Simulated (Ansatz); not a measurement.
```xyz
3
Lattice="3.6914 0.0000 0.0000 -1.8457 3.1968 0.0000 0.0000 0.0000 6.0411" Properties=species:S:1:pos:R:3 pbc="T T T"
Zr    0.0000    0.0000    0.0000
S     1.8457    1.0656    4.6038
S     0.0000    2.1312    1.4372
```

Space group P-3m1. The cell comes from a database of computed structures, not from a measurement.

All numbers below come from DFT PBE, scalar-relativistic, plane waves, PAW in Ansatz 0.2.0.

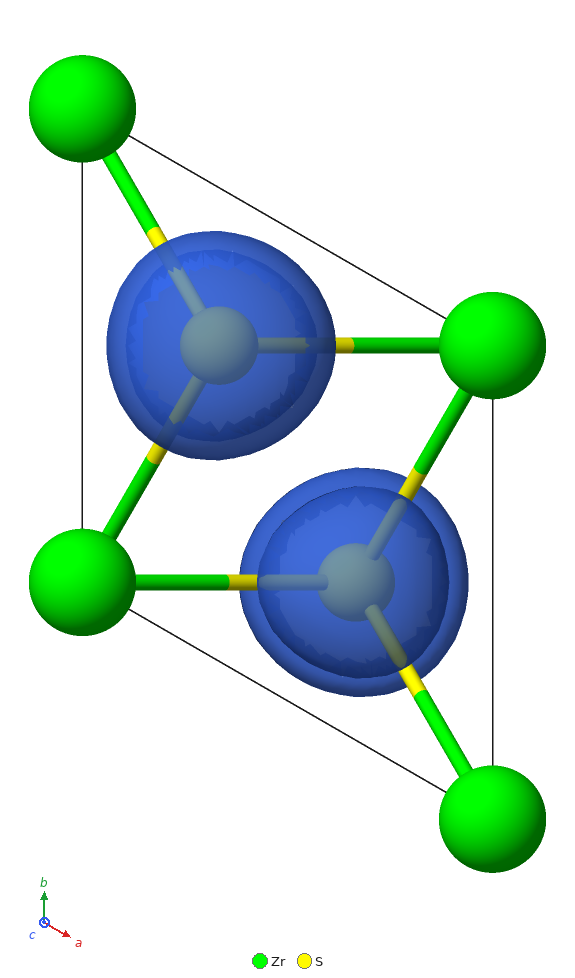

ZrS2. Where the hole sits when 0.25 electron is taken from the 3-atom cell of the calculation (uniform compensating background, atoms fixed); the change of density for each carrier, counted positive where the carrier is: blue surfaces at +0.03, none at −0.03 1/Å³, in the conventional cell seen along the c axis (the regions close to the nuclei are left out). Cores are masked to 1.0 Å (Zr) and 0.7 Å (S).

Core electrons are frozen (PAW), so the fields are smoothed inside the atomic spheres.

Where does the doped charge go?

Summed over atomic cells sized by the Bader volumes, the hole divides as S about 90 % and Zr about 10 %; these cells fill 20 % (Zr) and 80 % (S) of the volume.
- Over the whole cell, outside the cores, it is densest at the edge of the masked core of S.
- The counter-flow of charge adds up to under 0.1 e for each carrier.
- These are shares of the net change, screening included; the states that take the carrier can be more concentrated.
- This is very heavy doping, far beyond the dilute limit.
